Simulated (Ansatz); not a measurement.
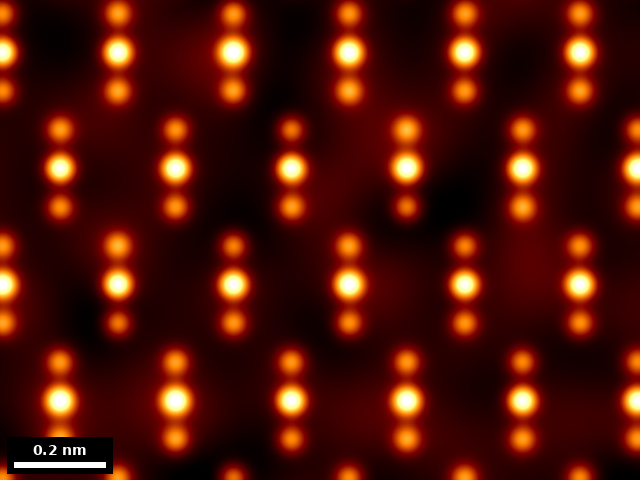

HAADF-like image of Ta (P6_3/mmc, No. 194). Simulated incoherent Z contrast: every atom adds Z^1.7 spread by a probe of 0.50 Å full width; channelling and multiple scattering are left out. The probe carries 25 % of its weight in a tail 2.5 times as wide. The speckle of an amorphous layer was added. Structure used: coordinates from a relaxation with Ansatz 0.2.0, DFT, r2SCAN, plane waves (500 eV) with PAW, scalar-relativistic; the starting structure was generated, so it need not be a known form of this composition.

```cif
data_structure
_symmetry_space_group_name_H-M 'P 1'
_symmetry_Int_Tables_number 1
_cell_length_a 2.9331
_cell_length_b 2.9331
_cell_length_c 9.9717
_cell_angle_alpha 90.000
_cell_angle_beta 90.000
_cell_angle_gamma 120.000
_cell_volume 74.29
loop_
_atom_site_label
_atom_site_type_symbol
_atom_site_fract_x
_atom_site_fract_y
_atom_site_fract_z
_atom_site_occupancy
Ta1 Ta 0.00000 0.00000 0.00000 1
Ta2 Ta 0.00000 0.00000 0.50000 1
Ta3 Ta 0.33333 0.66667 0.25000 1
Ta4 Ta 0.66667 0.33333 0.75000 1
```

Which beam direction gives this image, [100], [101], [201] or [310]? (Directions equivalent by symmetry count as one.)

Answer. [201]. The projected cells are 2.54 × 9.97 Å, 90° for [100]; 2.81 × 2.90 Å, 119° for [101]; 2.53 × 2.84 Å, 116° for [201]; 0.96 × 9.97 Å, 90° for [310], and the image repeats as the [201] one does.
